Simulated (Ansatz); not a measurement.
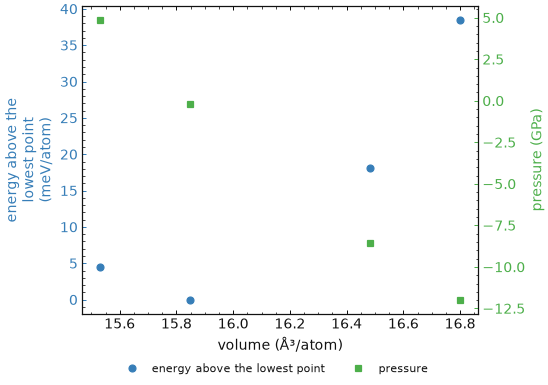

Plotted: energy above the lowest point and pressure against volume for Pt, space group Im-3m (No. 229) (one of a set of cubic test structures, which need not be the stable phase).

Computed with Ansatz 0.2.0 development build: equation of state of a cubic crystal from periodic Kohn-Sham density functional theory without spin, third-order Birch-Murnaghan fit to the free energies; pressure corrected for the finite basis. Level: PBE.

```
                setting                   value
         structure type                     bcc
          atoms in cell                       1
     space group number                     229
       lattice centring  body-centred primitive
                 k mesh                24×24×24
      occupation method             Fermi–Dirac
       occupation width              0.06123 eV
            wave cutoff                  700 eV
               datasets                hard PAW
      density tolerance                1e-09 eV
                  bands                      20
   density cutoff ratio                       4
search for lower states                 default
```

The point at volume 16.17 Å³/atom is left out of the plot. What does the calculation give there?

```json
{"volume (Å³/atom)": "16.17", "energy above the lowest point (meV/atom)": "4.9", "pressure (GPa)": "-4.7"}
```

Keep in mind: cubic model structure, not the ambient form.
